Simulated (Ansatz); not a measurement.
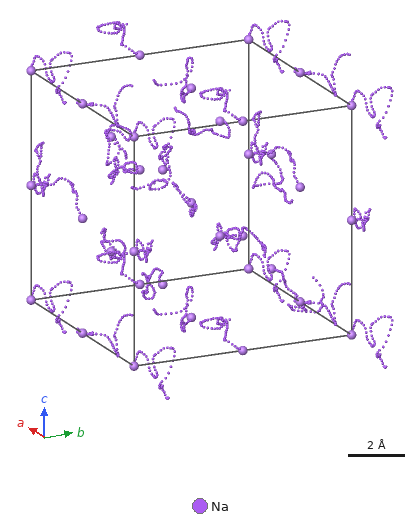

A Born-Oppenheimer molecular dynamics run of a 16-atom cell of Na, 500 fs long. The cell was cut from the bcc crystal. Dots mark each atom's position at evenly spaced times, in the colour of its element; spheres stand at the starting positions. Seen from a free direction in the simulation cell.

Method: Ansatz, DFT LDA, scalar-relativistic, plane waves, PAW. Run with plane-wave cutoff 420 eV; k-point mesh 1 × 1 × 1; Fermi-Dirac smearing 0.16 eV; low-accuracy preset; volume 1.05 times that of the relaxed crystal; Langevin thermostat (NVT); set temperature 1800 K; time step 2 fs; friction 0.02 per fs.

**How do the atoms move?**

Root-mean-square distances from the starting positions over the second half, with the common drift of all atoms taken out: Na 1.69 Å. That is a large part of the typical shortest distance between atoms in the first frame, about 3.7 Å and still growing: the atoms leave their places as in a liquid, so the crystal loses its order.

Limits of the set-up: the k-point mesh is coarse for a cell with partly filled bands; the program's low-accuracy preset was used.

The run took of the order of 7 core-minutes on a shared host.
